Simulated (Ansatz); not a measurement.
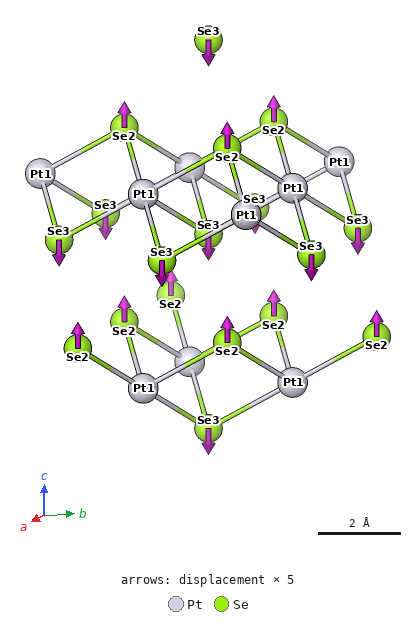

This is a relaxation of solid PtSe2 (set up in P-3m1). The starting structure is drawn; purple arrows show the displacements (the part carried along by the change of the cell is left out), 5 times their true length.

The picture is a ball-and-stick view of the atoms within 5.0 Å of the atom that moves most (axes of the cell of the calculation), seen slightly off an axis.

Case: relaxed at 30 GPa.

Method: DFT PBEsol, scalar-relativistic, plane waves, PAW in Ansatz 0.2.0. Settings: plane-wave cutoff 420 eV; k-point mesh 12 × 12 × 8; occupations fermi dirac; smearing width 0.15 eV; target pressure 30 GPa; no spin polarisation; cell and atoms relaxed; force threshold 0.001 eV/Å; at most 60 steps.

What happened in the run?

After 5 accepted moves (6 points after the start) the energy has risen by 277 meV per atom. With the target pressure of 30 GPa, the enthalpy E + pV changes by −469 meV per atom. The largest force component goes from 0.00044 to 0.0006 eV/Å. Pressure: 0.00 GPa at the start and 30.00 GPa at the end. The SCF was repeated once at an unchanged geometry on a basis and grid sized afresh for the cell, which shifted the energy by 0.9 meV per atom at most. The largest moves relative to the cell, 0.13 Å, are those of Se2 and Se3. Se3 goes along −c. Pt stays in place. The volume changes by −20.1 %, with a = b 3.761 → 3.624 Å (−3.6 %), c 4.859 → 4.181 Å (−13.9 %). Near-neighbour distances that change, for instance: Se2–Se3 3.178 → 2.714 Å, Pt1–Se2 2.515 → 2.425 Å. The space group stays P-3m1 (No. 164). The run took 81 s on 1 thread of Arm Neoverse V2 (shared host), peak memory 0.47 GiB.
